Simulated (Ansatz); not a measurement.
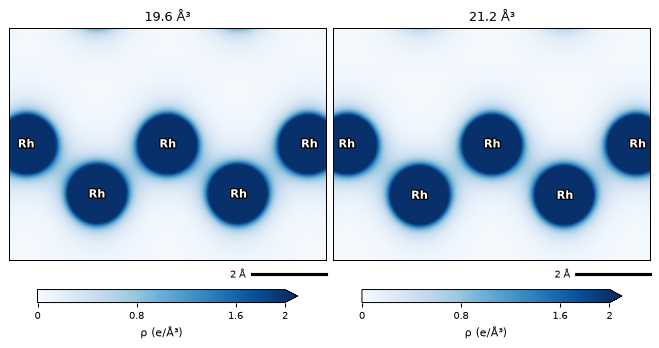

Rh. The valence pseudo-density of cells scaled evenly to different volumes (given per atom above each panel), on the (11̄0) plane of each (indices in the axes of the cell below), at one length scale and on one colour scale.

A generated structure, not necessarily the stable one; the program warned that a starting moment wasn't kept; spin-polarised, but the moments vanished.

These are results of Ansatz 0.2.0, DFT, r2SCAN, plane waves (500 eV) with PAW, scalar-relativistic, not measurements.

In a PAW calculation such maps are meaningful between the atoms, not at the nuclei.

The largest cell:

```
Rh
1.0
     0.00000    2.76708    2.76708
     2.76708    0.00000    2.76708
     2.76708    2.76708    0.00000
Rh
2
Direct
  0.12500 0.12500 0.12500
  0.87500 0.87500 0.87500
```

| volume (Å³/atom) | Rh–Rh contact in the plane (Å) | ρ at its midpoint (e/Å³) | pressure (GPa) | 
| --- | --- | --- | --- |
| 19.56 | 2.333 | 0.747 | 6.3 | 
| 20.37 | 2.365 | ? | ? | 
| 21.19 | 2.396 | 0.665 | −5.3 | 

Estimate the missing row, and compare with the calculation.

Over the known rows ln ρ falls by 1.85 per Å of Rh–Rh distance (the line through the two), which gives 0.704 e/Å³ at 2.365 Å; the calculation gives 0.704 e/Å³. For the pressure, a straight line in volume between the neighbouring rows gives 0.5 GPa; the calculation gives −0.2, lower because pressure rises ever faster on compression.
